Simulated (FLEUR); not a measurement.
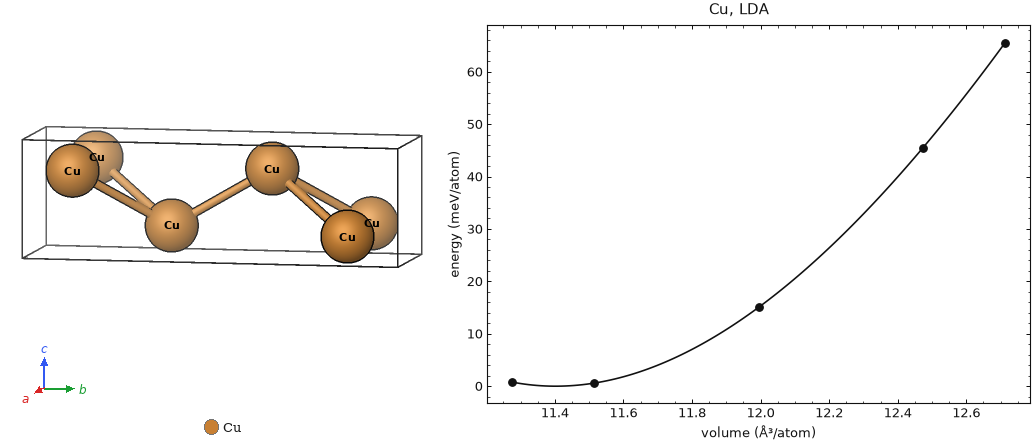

Plotted: energy against volume for Cu, space group Cmcm (No. 63). The conventional cell is drawn beside the plot.

The given structure:
```
Cu
1.0
     1.21846   -3.97638    0.00000
     1.21846    3.97638    0.00000
     0.00000    0.00000    2.47550
Cu
2
Cartesian
  1.2185 -2.9118 1.8566
  1.2185 2.9118 0.6189
```

Computed with FLEUR MaX-R8.1 (later development tree): all-electron LAPW DFT, no spin polarisation; energies at scaled volumes of the given cell, shape and fractions fixed, counted from the fit's minimum, third-order Birch-Murnaghan fit. Level: LDA.

- k mesh: 11×11×11
- occupations: Fermi–Dirac
- smearing width: 0.05 eV
- potentials: all electron
- program settings: basis FLAPW, kmax 4.73 1/bohr

This calculation gives: equilibrium volume 11.40 Å³/atom and bulk modulus 174 GPa.

Now the level changes from LDA to SCAN. Predict the effect.

The equilibrium volume rises from 11.40 to 11.83 Å³/atom (+3.8 %) and the bulk modulus falls from 174 to 154 GPa (−11 %).

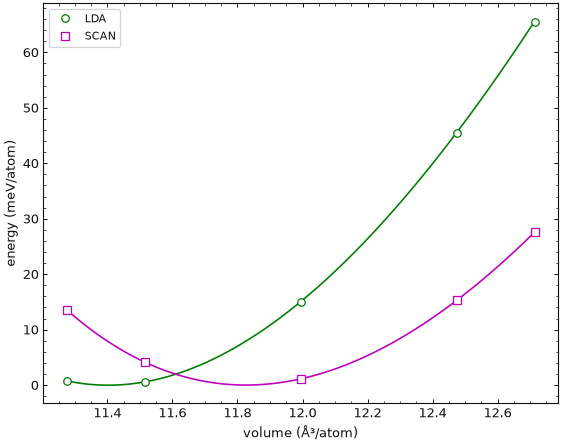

The two results together.

For both, limits of the calculation: shape and atomic fractions are frozen while scaling, which makes layered, chain and framework solids too stiff.

V0 and the bulk modulus come from third-order Birch–Murnaghan fits.
